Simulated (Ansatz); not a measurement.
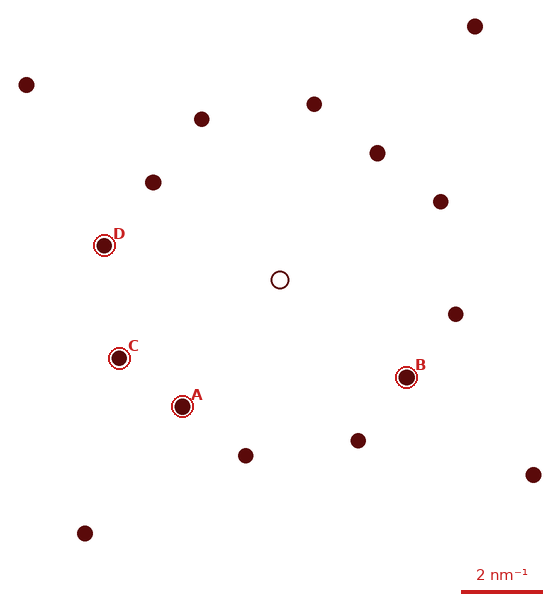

Simulated selected-area electron diffraction pattern (80 kV, kinematic approximation, thin crystal, B = 1 Å² for all atoms). The zone axis points towards the electron source and the pattern is seen from the source side.

W, space group Pm-3n (No. 223), a = 5.053 Å. Structure: the input geometry of an electronic-structure calculation (not necessarily at equilibrium).

```cif
data_structure
_symmetry_space_group_name_H-M 'Pm-3n'
_symmetry_Int_Tables_number 223
_cell_length_a 5.0525
_cell_length_b 5.0525
_cell_length_c 5.0525
_cell_angle_alpha 90.000
_cell_angle_beta 90.000
_cell_angle_gamma 90.000
_cell_volume 128.98
loop_
_atom_site_label
_atom_site_type_symbol
_atom_site_symmetry_multiplicity
_atom_site_Wyckoff_symbol
_atom_site_fract_x
_atom_site_fract_y
_atom_site_fract_z
_atom_site_occupancy
W1 W 2 a 0.00000 0.00000 0.00000 1
W2 W 6 c 0.00000 0.50000 0.25000 1
```

Spot A is indexed -2 0 0 and spot B 0 -2 0.

### Index the other marked spots.

C = A − (1/2)B = -2 1 0 (d = 2.260 Å). D = (1/2)A − B = -1 2 0 (d = 2.260 Å).

### Give [uvw].

The cross product of A and B is parallel to [001]; every spot obeys hu + kv + lw = 0.
